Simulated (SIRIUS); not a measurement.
**A series of single points on SnSe**

System: SnSe (F-43m, 2 atoms in the cell).
Method: Kohn-Sham DFT of a periodic cell, PBE, dojo-sr-pbe-0.4.1-standard, no spin polarisation (SIRIUS 7.10.0).

The 7 runs differ only in the geometry, by an even scaling of the cell at fixed fractional positions. The structure was built on a prototype by a generator; it need not be a known phase.

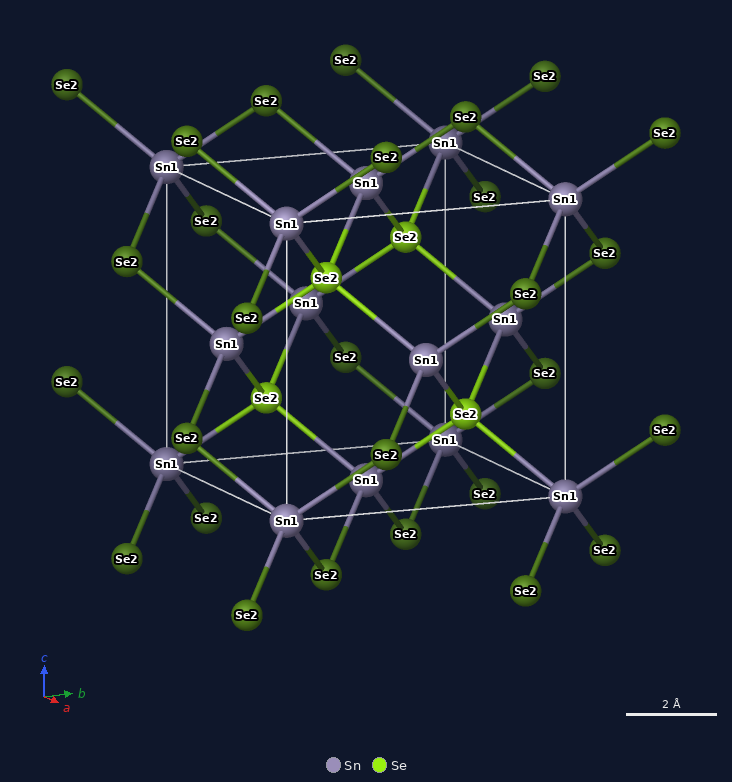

Figure 1. The structure of run 4 (ball-and-stick view of the cell 4 times as large as that of the calculation, set on its symmetry axes, seen slightly off an axis; neighbours outside the cell are drawn fainter; atoms are numbered from 1 in the order of the input). An atom can appear more than once, as a periodic image.

### Input of run 4
```
{
  "control": {
    "processing_unit": "cpu",
    "verbosity": 2,
    "num_bands_to_print": 23,
    "print_forces": true,
    "print_stress": true
  },
  "parameters": {
    "electronic_structure_method": "pseudopotential",
    "xc_functionals": ["XC_GGA_X_PBE", "XC_GGA_C_PBE"],
    "gk_cutoff": 9.3,
    "pw_cutoff": 18.6,
    "ngridk": [7, 7, 7],
    "shiftk": [0, 0, 0],
    "smearing": "fermi_dirac",
    "smearing_width": 0.0018374661,
    "num_bands": 23,
    "num_mag_dims": 0,
    "num_dft_iter": 100,
    "energy_tol": 1e-08,
    "density_tol": 1e-06
  },
  "iterative_solver": {
    "type": "davidson",
    "min_tolerance": 1e-09,
    "tolerance_scale": [0.1, 0.25]
  },
  "mixer": {
    "type": "anderson",
    "beta": 0.7,
    "max_history": 8
  },
  "settings": {
    "tol_ne": 1e-10,
    "pseudo_grid_cutoff": 6.5
  },
  "unit_cell": {
    "lattice_vectors": [
      [0.0, 0.707106781187, 0.707106781187],
      [0.707106781187, 0.0, 0.707106781187],
      [0.707106781187, 0.707106781187, 0.0]
    ],
    "lattice_vectors_scale": 9.0619395867,
    "atom_coordinate_units": "lattice",
    "atom_types": ["Sn", "Se"],
    "atom_files": {
      "Se": "Se.json",
      "Sn": "Sn.json"
    },
    "atoms": {
      "Sn": [
        [0.0, 0.0, 0.0]
      ],
      "Se": [
        [0.75, 0.75, 0.75]
      ]
    }
  }
}
```

Command:
```bash
upf_to_json Se.upf
upf_to_json Sn.upf
OMP_NUM_THREADS=1 sirius.scf --input=sirius.json --output=out.json --task=0
```

Lattice vectors (Å) and fractional positions of run 4:
```
   0.000000    3.390840    3.390840
   3.390840    0.000000    3.390840
   3.390840    3.390840    0.000000
Sn  0.000000  0.000000  0.000000
Se  0.750000  0.750000  0.750000
```

Run 5 has the same physical settings and fractional positions; its lattice vectors (Å) are:
```
   0.000000    3.413297    3.413297
   3.413297    0.000000    3.413297
   3.413297    3.413297    0.000000
```

### Results, with one run withheld

| run | volume per atom (Å³) | free energy per atom, from the lowest run given (meV) | pressure (GPa) | gap on the mesh (eV) |
| --- | --- | --- | --- | --- |
| 1 | 36.648 | 14.44 | 2.08 | 0.13 |
| 2 | 37.428 | 6.18 | 1.32 | 0.19 |
| 3 | 38.207 | 1.46 | 0.62 | 0.25 |
| 4 | 38.987 | 0.00 | −0.02 | 0.30 |
| 5 | 39.767 | ? | ? | ? |
| 6 | 40.547 | 5.75 | −1.13 | 0.40 |
| 7 | 41.326 | 12.44 | −1.62 | 0.45 |

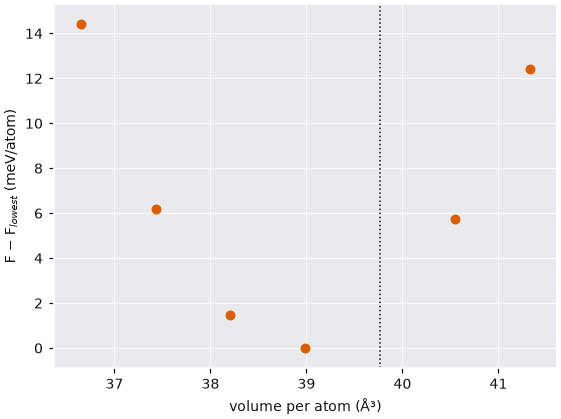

Figure 2. Free energy per atom of the runs given; the dotted line marks run 5.

What should run 5 give?

A cubic polynomial in V^(−2/3) (the Birch–Murnaghan form), fitted to the 6 runs given, misses them by at most 0.01 meV per atom. With x = V^(−2/3) − 0.08725 Å⁻², it reads F = 0.072036 + 549.59 x + 1.1018e+06 x² − 3.105e+06 x³ (meV per atom). At run 5 it gives 1.52 meV per atom, and the run itself gives 1.52. The slope of the fit gives a pressure −dF/dV of −0.60 GPa there, and the run prints −0.60 GPa. The fit has its minimum at 38.969 Å³ per atom, where V d²F/dV² gives 30.5 GPa: the bulk modulus at this level, since symmetry fixes the shape and the positions. The gap on the mesh goes, without turning, from 0.13 eV in run 1 to 0.45 eV in run 7; run 5 has 0.35 eV. These are gaps of this functional on this mesh, which can miss the band edges; they aren't the measured gap.

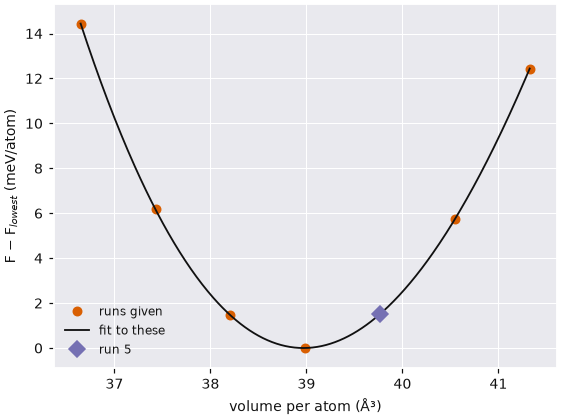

Figure 3. The fit and the withheld run.

### Some lines of the output (run 5)
```
[...]
[find] Total energy                   :    -200.05856690 (Ha),    -400.11713381 (Ry)
[find] Free energy (E-TS)             :    -200.05860302 (Ha),    -400.11720605 (Ry)
[find] band gap (eV)                  :       0.35382845
[find] Efermi                         :       0.19464850
[find] Total energy                   :    -200.05856691 (Ha),    -400.11713382 (Ry)
[find] Free energy (E-TS)             :    -200.05860303 (Ha),    -400.11720606 (Ry)
[find] band gap (eV)                  :       0.35384134
[find] Efermi                         :       0.19465207
[find] Total energy                   :    -200.05856690 (Ha),    -400.11713380 (Ry)
[find] band gap (eV)                  :       0.35379558
[find] Efermi                         :       0.19465278
[find] Total energy                   :    -200.05856690 (Ha),    -400.11713379 (Ry)
[find] band gap (eV)                  :       0.35378008
[find] Efermi                         :       0.19465362
```
